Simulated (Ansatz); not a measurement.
Here is a crystal structure:

```
C
1.0
     2.45625    0.00000    0.00000
    -1.22812    2.12717    0.00000
     0.00000    0.00000   29.49188
C
12
Direct
  0.66667 0.33333 0.13279
  0.66667 0.33333 0.63279
  0.66667 0.33333 0.86721
  0.66667 0.33333 0.36721
  0.00000 0.00000 0.75026
  0.33333 0.66667 0.36721
  0.00000 0.00000 0.25026
  0.66667 0.33333 0.75026
  0.33333 0.66667 0.86721
  0.33333 0.66667 0.25026
  0.33333 0.66667 0.63279
  0.33333 0.66667 0.13279
```

Question: Characterise the structure given above.

Answer: The element is carbon. The cell holds twelve atoms. C sits among three C in a trigonal planar arrangement at 1.42 Å. The bonds build C layers parallel to (001).

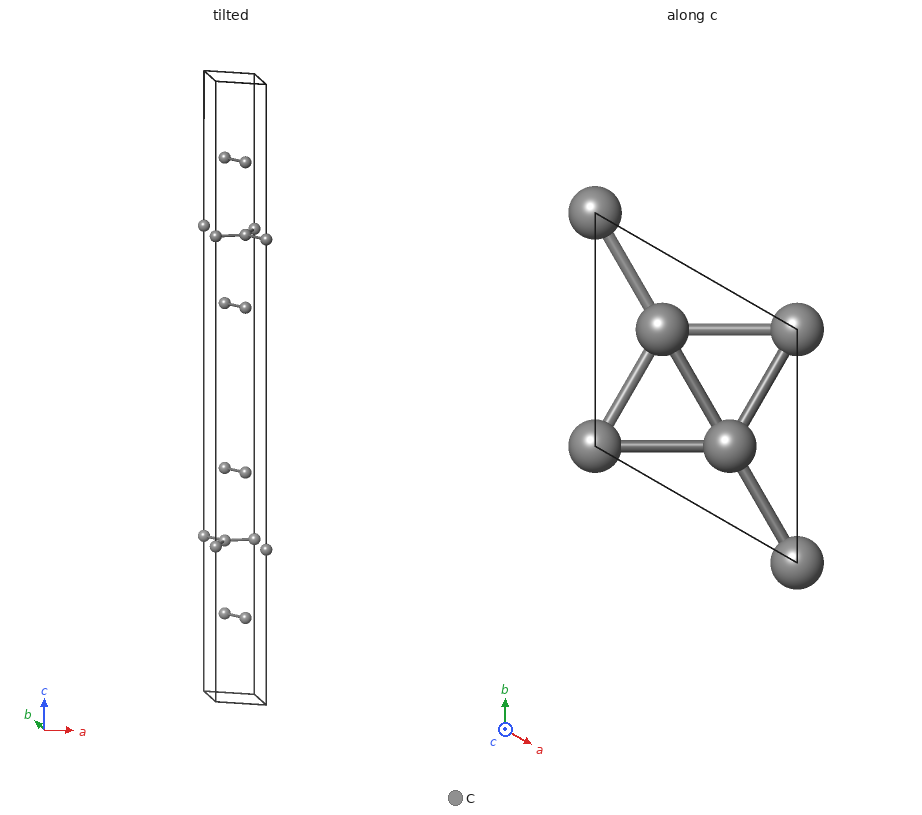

Ball-and-stick model, viewed slightly off an axis and along the c axis. The parallelepiped is the simulation cell.

It goes back to a structure listed in the Materials Project. Earlier steps of the study may have refined or changed the cell and positions. It was run through Ansatz as a DFT input.
